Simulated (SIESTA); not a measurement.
**A series of single points on SrO**

System: SrO (Fm-3m, 2 atoms in the cell).
Method: Kohn-Sham DFT of a periodic cell, PBE, PseudoDojo 0.4 standard, converted to PSML, no spin polarisation (SIESTA 5.4.2).

The 7 runs differ only in the geometry, by an even scaling of the cell at fixed fractional positions. The structure derives from an entry of the Crystallography Open Database.

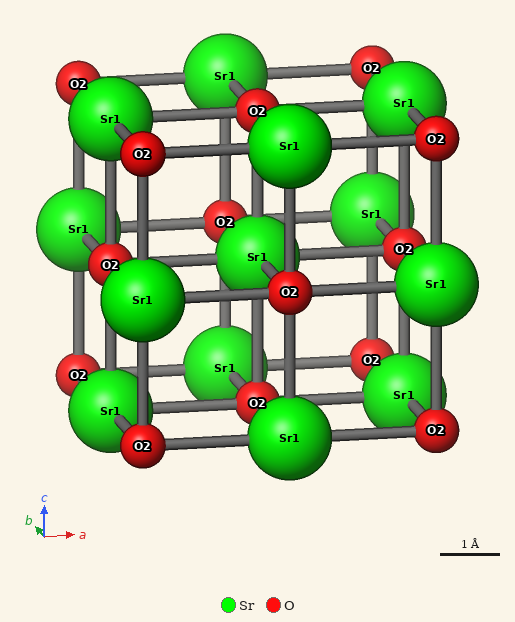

Figure 1. The structure of run 4 (ball-and-stick view of the cell 4 times as large as that of the calculation, set on its symmetry axes, seen slightly off an axis; atoms are numbered from 1 in the order of the input). An atom can appear more than once, as a periodic image.

**Input of run 4**
```
SystemName                      SrO
SystemLabel                     SrO
NumberOfSpecies                 2
NumberOfAtoms                   2
%block ChemicalSpeciesLabel
  1  38 Sr
  2   8 O
%endblock ChemicalSpeciesLabel

LatticeConstant                 1.0 Ang
%block LatticeVectors
     0.0000000000     2.5663000000     2.5663000000
     2.5663000000     0.0000000000     2.5663000000
     2.5663000000     2.5663000000     0.0000000000
%endblock LatticeVectors
AtomicCoordinatesFormat         Fractional
%block AtomicCoordinatesAndAtomicSpecies
     0.5000000000     0.5000000000     0.5000000000  1  Sr
     0.0000000000     0.0000000000     0.0000000000  2  O
%endblock AtomicCoordinatesAndAtomicSpecies

%block kgrid.MonkhorstPack
    9   0   0  0.0
    0   9   0  0.0
    0   0   9  0.0
%endblock kgrid.MonkhorstPack
XC.Functional                   GGA
XC.Authors                      PBE
PAO.BasisSize                   DZP
PAO.EnergyShift                 0.003 Ry
Mesh.Cutoff                     800 Ry
OccupationFunction              FD
ElectronicTemperature           0.05 eV
MaxSCFIterations                120
SCF.MustConverge                false
SCF.Mixer.Method                Pulay
SCF.Mixer.Weight                0.25
SCF.Mixer.History               8
SCF.DM.Tolerance                5.0e-05
SCF.H.Tolerance                 1.0e-03 eV
WriteForces                     true
Charge.Mulliken                 end
Charge.Hirshfeld                end
Charge.Voronoi                  end
SaveRho                         true
SaveElectrostaticPotential      true
%block PAO.Basis
  Sr 5
  n=4 0 2
    3.897 0.000
  n=5 0 2
    9.500 0.000
  n=4 1 2
    4.631 0.000
  n=5 1 1
    9.500
  n=4 2 1
    7.000
%endblock PAO.Basis
```

Command:
```bash
siesta SrO.fdf > SrO.out 2>&1
```

Run 3 has the same physical settings and fractional positions; its lattice vectors (Å) are:
```
   0.000000    2.549076    2.549076
   2.549076    0.000000    2.549076
   2.549076    2.549076    0.000000
```

**Results, with one run withheld**

```tsv
run	volume per atom (Å³)	free energy per atom, from the lowest run given (meV)	pressure (GPa)	gap on the mesh (eV)
1	15.887	57.51	11.67	3.27
2	16.225	35.85	8.89	3.28
3	16.563	?	?	?
4	16.901	8.74	4.12	3.31
5	17.239	2.25	2.05	3.32
6	17.577	0.00	0.15	3.33
7	17.915	1.44	−1.48	3.33
```

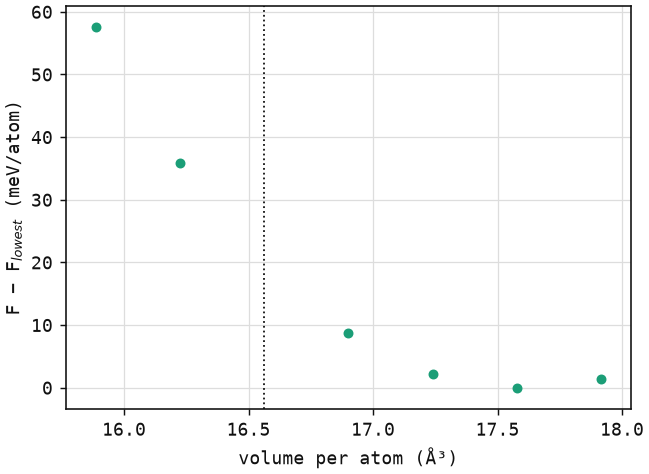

Figure 2. Free energy per atom of the runs given; the dotted line marks run 3.

What should run 3 give?

A cubic polynomial in V^(−2/3) (the Birch–Murnaghan form), fitted to the 6 runs given, misses them by at most 0.03 meV per atom. With x = V^(−2/3) − 0.15166 Å⁻², it reads F = 7.9684 + 4091.9 x + 5.2295e+05 x² + 67926 x³ (meV per atom). At run 3 it gives 19.76 meV per atom, and the run itself gives 19.75. The slope of the fit gives a pressure −dF/dV of 6.39 GPa there, and the run prints 6.35 GPa. The fit has its minimum at 17.609 Å³ per atom, where V d²F/dV² gives 92.2 GPa: the bulk modulus at this level, since symmetry fixes the shape and the positions. The gap on the mesh goes, without turning, from 3.27 eV in run 1 to 3.33 eV in run 7; run 3 has 3.30 eV. These are gaps of this functional on this mesh, which can miss the band edges; they aren't the measured gap.

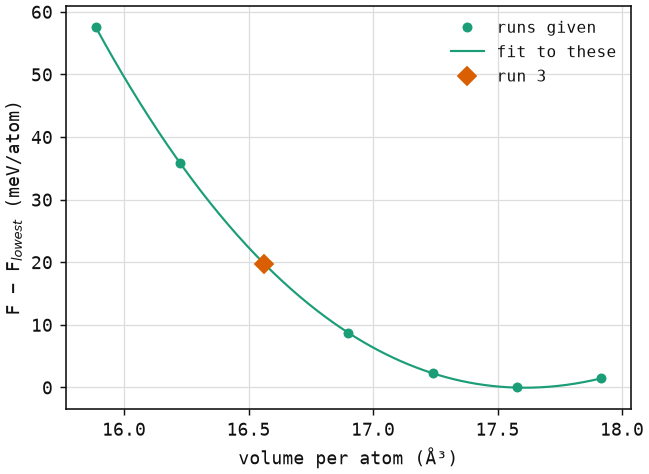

Figure 3. The fit and the withheld run.

**Some lines of the output (run 3)**
```
[...]
outcell: Cell volume (Ang**3)        :     33.1267
stepf: Fermi-Dirac step function
siesta: Etot    =     -1380.872753
siesta: FreeEng =     -1380.872753
        iscf     Eharris(eV)        E_KS(eV)     FreeEng(eV)     dDmax    Ef(eV) dHmax(eV)
siesta: E_KS(eV) =            -1384.5276
siesta: E_KS - E_eggbox =     -1384.5276
siesta: Etot    =     -1384.527608
siesta: FreeEng =     -1384.527608
siesta:         Fermi =      -8.053789
siesta: Cell volume =         33.126713 Ang**3
    Orbital volume contribution        =           2.307111 eV
```

Notes: Points of doubt noted for this run: mulliken charges of long orbitals. With a small basis of atomic orbitals these values can differ much from converged plane-wave results.
